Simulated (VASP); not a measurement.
# Band-structure run of MoS$_{2}$ (part 2 of 2)

Continued. System: MoS$_{2}$ (slab, 9 atoms in the cell). Method: Kohn-Sham DFT of a periodic cell, PBE with D3(BJ), VASP PAW PBE potentials, recommended, no spin polarisation (VASP 6.6.1); cutoff 520 eV, 12×12×1 k-mesh, Gaussian smearing of 0.03 eV. The structure derives from an entry of the Crystallography Open Database.

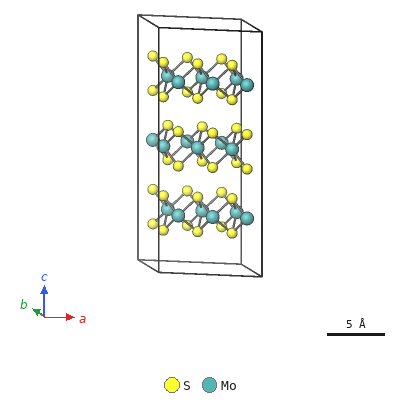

**Figure 1.** The structure (ball-and-stick view of the 3 × 2 repeat of the cell, with the vacuum cut short, seen slightly off an axis).

**Parts of OUTCAR, continued**
```
 k-point     3 :       0.1667    0.0000    0.0000
  band No.  band energies     occupation
      1     -59.6031      2.00000
      2     -59.6007      2.00000
      3     -59.6007      2.00000
      4     -33.7561      2.00000
      5     -33.7534      2.00000
      6     -33.7534      2.00000
      7     -33.6422      2.00000
      8     -33.6379      2.00000
      9     -33.6379      2.00000
     10     -33.5608      2.00000
     11     -33.5567      2.00000
     12     -33.5567      2.00000
     13     -12.7121      2.00000
     14     -12.5887      2.00000
     15     -12.4725      2.00000
     16     -11.6780      2.00000
     17     -11.4901      2.00000
     18     -11.3442      2.00000
     19      -4.5438      2.00000
     20      -4.1613      2.00000
     21      -3.7364      2.00000
     22      -2.2028      2.00000
     23      -2.1956      2.00000
     24      -2.1294      2.00000
     25      -2.0976      2.00000
     26      -1.7100      2.00000
     27      -1.4601      2.00000
     28      -0.9755      2.00000
     29      -0.9490      2.00000
     30      -0.9356      2.00000
     31      -0.8410      2.00000
     32      -0.8044      2.00000
     33      -0.7884      2.00000
     34      -0.1338      2.00000
     35       0.0657      2.00000
     36       0.4382      2.00000
     37       0.7516      2.00000
     38       1.0054      2.00000
     39       1.0780      2.00000
     40       3.4376      0.00000
     41       3.5749      0.00000
     42       3.7538      0.00000
     43       3.7825      0.00000
     44       3.8244      0.00000
     45       3.8829      0.00000
     46       3.9770      0.00000
     47       4.0445      0.00000
     48       4.1036      0.00000
     49       4.5974      0.00000

 k-point     4 :       0.2500   -0.0000    0.0000
  band No.  band energies     occupation
      1     -59.5924      2.00000
      2     -59.5900      2.00000
      3     -59.5900      2.00000
      4     -33.7459      2.00000
      5     -33.7415      2.00000
      6     -33.7415      2.00000
      7     -33.7352      2.00000
      8     -33.7326      2.00000
      9     -33.7326      2.00000
     10     -33.5847      2.00000
     11     -33.5805      2.00000
     12     -33.5805      2.00000
     13     -12.2534      2.00000
     14     -12.1387      2.00000
     15     -12.0279      2.00000
     16     -11.4605      2.00000
     17     -11.3003      2.00000
     18     -11.1823      2.00000
     19      -4.2452      2.00000
     20      -3.9395      2.00000
     21      -3.6149      2.00000
     22      -2.8095      2.00000
     23      -2.7887      2.00000
     24      -2.5623      2.00000
     25      -2.5496      2.00000
     26      -2.2730      2.00000
     27      -2.1871      2.00000
     28      -1.2968      2.00000
     29      -1.2548      2.00000
     30      -1.2310      2.00000
     31      -0.5528      2.00000
     32      -0.5109      2.00000
     33      -0.4917      2.00000
     34      -0.3927      2.00000
     35      -0.1845      2.00000
     36       0.1088      2.00000
     37       0.3915      2.00000
     38       0.4714      2.00000
     39       0.4889      2.00000
     40       3.1805      0.00000
     41       3.4267      0.00000
     42       3.5237      0.00000
     43       3.6198      0.00000
     44       3.7084      0.00000
     45       3.7474      0.00000
     46       4.0764      0.00000
     47       4.3605      0.00000
     48       4.5835      0.00000
     49       4.9751      0.00000

 k-point     5 :       0.3333    0.0000    0.0000
  band No.  band energies     occupation
      1     -59.5816      2.00000
      2     -59.5792      2.00000
      3     -59.5792      2.00000
      4     -33.8480      2.00000
      5     -33.8434      2.00000
      6     -33.8434      2.00000
      7     -33.7142      2.00000
      8     -33.7116      2.00000
      9     -33.7116      2.00000
     10     -33.6084      2.00000
     11     -33.6042      2.00000
     12     -33.6042      2.00000
     13     -11.7286      2.00000
     14     -11.6314      2.00000
     15     -11.5332      2.00000
     16     -11.2139      2.00000
     17     -11.0919      2.00000
     18     -11.0102      2.00000
     19      -4.3259      2.00000
     20      -4.1436      2.00000
     21      -3.9782      2.00000
     22      -3.3322      2.00000
     23      -3.2317      2.00000
     24      -2.9952      2.00000
     25      -2.8716      2.00000
     26      -2.6159      2.00000
     27      -2.4384      2.00000
     28      -1.6734      2.00000
     29      -1.6286      2.00000
     30      -1.6029      2.00000
     31      -0.6967      2.00000
     32      -0.5222      2.00000
     33      -0.2945      2.00000
     34      -0.1508      2.00000
     35      -0.0855      2.00000
     36      -0.0448      2.00000
     37       0.1024      2.00000
     38       0.2317      2.00000
     39       0.3051      2.00000
     40       3.3627      0.00000
     41       3.4256      0.00000
     42       3.4971      0.00000
     43       3.5618      0.00000
     44       3.5913      0.00000
     45       3.8811      0.00000
     46       4.4847      0.00000
     47       4.7958      0.00000
     48       5.1198      0.00000
     49       5.2333      0.00000

 [... the levels of 13 k-points are left out ...]

 k-point    19 :       0.3333    0.3333    0.0000
  band No.  band energies     occupation
      1     -59.5655      2.00000
      2     -59.5631      2.00000
      3     -59.5631      2.00000
      4     -33.8468      2.00000
      5     -33.8421      2.00000
      6     -33.8421      2.00000
      7     -33.8003      2.00000
      8     -33.7959      2.00000
      9     -33.7959      2.00000
     10     -33.6826      2.00000
     11     -33.6801      2.00000
     12     -33.6801      2.00000
     13     -10.7493      2.00000
     14     -10.7344      2.00000
     15     -10.7342      2.00000
     16     -10.7293      2.00000
     17     -10.6913      2.00000
     18     -10.6913      2.00000
     19      -4.3876      2.00000
     20      -4.3055      2.00000
     21      -4.2411      2.00000
     22      -3.5674      2.00000
     23      -3.5237      2.00000
     24      -3.4964      2.00000
     25      -3.0538      2.00000
     26      -2.9253      2.00000
     27      -2.8280      2.00000
     28      -2.5378      2.00000
     29      -2.4993      2.00000
     30      -2.3477      2.00000
     31      -1.8787      2.00000
     32      -1.7634      2.00000
     33      -1.6126      2.00000
     34      -1.0306      2.00000
     35      -0.9164      2.00000
     36      -0.8956      2.00000
     37       1.1285      2.00000
     38       1.2025      2.00000
     39       1.2695      2.00000
     40       2.9964      0.00000
     41       3.0064      0.00000
     42       3.0074      0.00000
     43       3.8020      0.00000
     44       4.2079      0.00000
     45       4.6332      0.00000
     46       4.7904      0.00000
     47       4.8084      0.00000
     48       4.8355      0.00000
     49       6.1824      0.00000

------------------------ aborting loop because EDIFF is reached ----------------------------------------

 Edisp (eV)   -3.56116

 E8    (eV) :    -1.4693

  FORCE on cell =-STRESS in cart. coord.  units (eV):
  Direction    XX          YY          ZZ          XY          YZ          ZX
  --------------------------------------------------------------------------------------
  -------------------------------------------------------------------------------------
  Total      -0.02456    -0.02456    -0.09389     0.00000     0.00000     0.00000
  in kB      -0.13683    -0.13683    -0.52315     0.00000     0.00000     0.00000
  external pressure =       -0.27 kB  Pullay stress =        0.00 kB

 VOLUME and BASIS-vectors are now :
 -----------------------------------------------------------------------------
  energy-cutoff  :      520.00
  volume of cell :      287.54
      direct lattice vectors                 reciprocal lattice vectors
     3.150359900  0.000000000  0.000000000     0.317424051  0.183264861  0.000000000
    -1.575179950  2.728291700  0.000000000     0.000000000  0.366529723  0.000000000
     0.000000000  0.000000000 33.454296000     0.000000000  0.000000000  0.029891527

 POSITION                                       TOTAL-FORCE (eV/Angst)
 -----------------------------------------------------------------------------------
     -0.00000      1.81886      9.09876         0.000000     -0.000000     -0.000701
     -0.00000      1.81886     12.23179        -0.000000      0.000000      0.004439
      1.57518      0.90943     15.16216        -0.000000      0.000000     -0.003485
      1.57518      0.90943     18.29213        -0.000000      0.000000      0.003485
     -0.00000      1.81886     21.22251        -0.000000      0.000000     -0.004439
     -0.00000      1.81886     24.35554         0.000000     -0.000000      0.000701
      1.57518      0.90943     10.66610         0.000000     -0.000000     -0.000740
     -0.00000      1.81886     16.72715        -0.000000      0.000000      0.000000
      1.57518      0.90943     22.78820        -0.000000     -0.000000      0.000740
 -----------------------------------------------------------------------------------
    total drift:                               -0.000013      0.000008      0.000000

  FREE ENERGIE OF THE ION-ELECTRON SYSTEM (eV)
  ---------------------------------------------------
  free  energy   TOTEN  =       -68.9566626976 eV

  energy  without entropy=      -68.9566626976  energy(sigma->0) =      -68.95666270

 vacuum level on the upper side and lower side of the slab         7.109         7.109
```

**CONTCAR**
```
MoS2
   1.00000000000000
     3.1503598999000002    0.0000000000000000    0.0000000000000000
    -1.5751799500000001    2.7282916999000002    0.0000000000000000
     0.0000000000000000    0.0000000000000000   33.4542959999999994
  S               Mo
     6     3
Direct
     0.3333333300000021    0.6666666699999979    0.2719756864358089
     0.3333333300000021    0.6666666699999979    0.3656268187180984
     0.6666666699999979    0.3333333300000021    0.4532201983573216
     0.6666666699999979    0.3333333300000021    0.5467798016426784
     0.3333333300000021    0.6666666699999979    0.6343731812819016
     0.3333333300000021    0.6666666699999979    0.7280243135641911
     0.6666666699999979    0.3333333300000021    0.3188259796683468
     0.3333333300000021    0.6666666699999979    0.5000000000000000
     0.6666666699999979    0.3333333300000021    0.6811740203316532

  0.00000000E+00  0.00000000E+00  0.00000000E+00
  0.00000000E+00  0.00000000E+00  0.00000000E+00
  0.00000000E+00  0.00000000E+00  0.00000000E+00
  0.00000000E+00  0.00000000E+00  0.00000000E+00
  0.00000000E+00  0.00000000E+00  0.00000000E+00
  0.00000000E+00  0.00000000E+00  0.00000000E+00
  0.00000000E+00  0.00000000E+00  0.00000000E+00
  0.00000000E+00  0.00000000E+00  0.00000000E+00
  0.00000000E+00  0.00000000E+00  0.00000000E+00
```

This output came from the following input.

**INCAR**
```
SYSTEM = MoS2
PREC = Accurate
ENCUT = 520
EDIFF = 1E-6
ISMEAR = 0
SIGMA = 0.03
LREAL = .FALSE.
LASPH = .TRUE.
NELM = 80
ALGO = Normal
ISIF = 2
LWAVE = .FALSE.
LCHARG = .FALSE.
LMAXMIX = 4
LDIPOL = .TRUE.
IDIPOL = 3
DIPOL = 0.5 0.5 0.500
GGA = PE
IVDW = 12
NBANDS = 49
LVHAR = .TRUE.
LVACPOTAV = .TRUE.
KPAR = 4
```

**KPOINTS**
```
regular mesh
0
G
  12 12 1
  0 0 0
```

**KPOINTS_OPT**
```
explicit points
67
Reciprocal
 0.0000000000  0.0000000000  0.0000000000 1
 0.0357142900  0.0000000000  0.0000000000 1
 0.0714285700  0.0000000000  0.0000000000 1
 0.1071428600  0.0000000000  0.0000000000 1
 0.1428571400  0.0000000000  0.0000000000 1
 0.1785714300  0.0000000000  0.0000000000 1
 0.2142857100  0.0000000000  0.0000000000 1
 0.2500000000  0.0000000000  0.0000000000 1
 0.2857142900  0.0000000000  0.0000000000 1
 0.3214285700  0.0000000000  0.0000000000 1
 0.3571428600  0.0000000000  0.0000000000 1
 0.3928571400  0.0000000000  0.0000000000 1
 0.4285714300  0.0000000000  0.0000000000 1
 0.4642857100  0.0000000000  0.0000000000 1
 0.5000000000  0.0000000000  0.0000000000 1
 0.4791666700  0.0416666700  0.0000000000 1
 0.4583333300  0.0833333300  0.0000000000 1
 0.4375000000  0.1250000000  0.0000000000 1
 0.4166666700  0.1666666700  0.0000000000 1
 0.3958333300  0.2083333300  0.0000000000 1
 0.3750000000  0.2500000000  0.0000000000 1
 0.3541666700  0.2916666700  0.0000000000 1
 0.3333333300  0.3333333300  0.0000000000 1
 0.3137254900  0.3137254900  0.0000000000 1
 0.2941176500  0.2941176500  0.0000000000 1
 0.2745098000  0.2745098000  0.0000000000 1
 0.2549019600  0.2549019600  0.0000000000 1
 0.2352941200  0.2352941200  0.0000000000 1
 0.2156862700  0.2156862700  0.0000000000 1
 0.1960784300  0.1960784300  0.0000000000 1
 0.1764705900  0.1764705900  0.0000000000 1
 0.1568627500  0.1568627500  0.0000000000 1
 0.1372549000  0.1372549000  0.0000000000 1
 0.1176470600  0.1176470600  0.0000000000 1
 0.0980392200  0.0980392200  0.0000000000 1
 0.0784313700  0.0784313700  0.0000000000 1
 0.0588235300  0.0588235300  0.0000000000 1
 0.0392156900  0.0392156900  0.0000000000 1
 0.0196078400  0.0196078400  0.0000000000 1
 0.0000000000  0.0000000000  0.0000000000 1
 0.0000000000  0.0000000000  0.0000000000 1
 0.0060523400 -0.0030261700  0.0000000000 1
-0.0060523400  0.0030261700  0.0000000000 1
 0.0176526700 -0.0088263400  0.0000000000 1
-0.0176526700  0.0088263400  0.0000000000 1
 0.0000000000  0.0052414800  0.0000000000 1
-0.0000000000 -0.0052414800  0.0000000000 1
 0.0000000000  0.0152876600  0.0000000000 1
-0.0000000000 -0.0152876600  0.0000000000 1
 0.5000000000  0.0000000000  0.0000000000 1
 0.5060523400 -0.0030261700  0.0000000000 1
 0.4939476600  0.0030261700  0.0000000000 1
 0.5176526700 -0.0088263400  0.0000000000 1
 0.4823473300  0.0088263400  0.0000000000 1
 0.5000000000  0.0052414800  0.0000000000 1
 0.5000000000 -0.0052414800  0.0000000000 1
 0.5000000000  0.0152876600  0.0000000000 1
 0.5000000000 -0.0152876600  0.0000000000 1
 0.3333333300  0.3333333300  0.0000000000 1
 0.3393856700  0.3303071600  0.0000000000 1
 0.3272809900  0.3363595000  0.0000000000 1
 0.3509860000  0.3245069900  0.0000000000 1
 0.3156806600  0.3421596700  0.0000000000 1
 0.3333333300  0.3385748100  0.0000000000 1
 0.3333333300  0.3280918500  0.0000000000 1
 0.3333333300  0.3486209900  0.0000000000 1
 0.3333333300  0.3180456700  0.0000000000 1
```

**POSCAR**
```
MoS2                                    
1.0
    3.1503598999      0.0000000000      0.0000000000
   -1.5751799500      2.7282916999      0.0000000000
    0.0000000000      0.0000000000     33.4542960000
  S               Mo            
     6     3
Direct
     0.3333333300000021    0.6666666699999979    0.2719756864358089
     0.3333333300000021    0.6666666699999979    0.3656268187180984
     0.6666666699999979    0.3333333300000021    0.4532201983573216
     0.6666666699999979    0.3333333300000021    0.5467798016426784
     0.3333333300000021    0.6666666699999979    0.6343731812819016
     0.3333333300000021    0.6666666699999979    0.7280243135641911
     0.6666666699999979    0.3333333300000021    0.3188259796683468
     0.3333333300000021    0.6666666699999979    0.5000000000000000
     0.6666666699999979    0.3333333300000021    0.6811740203316532
```

Launch command:
```bash
cat potpaw_PBE.64/S/POTCAR potpaw_PBE.64/Mo_sv/POTCAR > POTCAR
mpirun -np 4 vasp_std > vasp.out
```

**Key numbers**

- outcome: converged
- electrons treated: 78
- free energy: −68.9567 eV
- dispersion energy: −3.5612 eV
- Fermi energy of the self-consistent step: 2.054 eV
- gap on the k-point mesh: 1.03 eV
- gap on the band path: 1.02 eV
- largest force (length of the vector): 0.004 eV/Å
- hardware: 4 threads of Intel Xeon (Sapphire Rapids), 360 GiB of memory available, shared host
- wall time: 7.4 min (CPU time 29 min)
- peak memory: 0.53 GiB
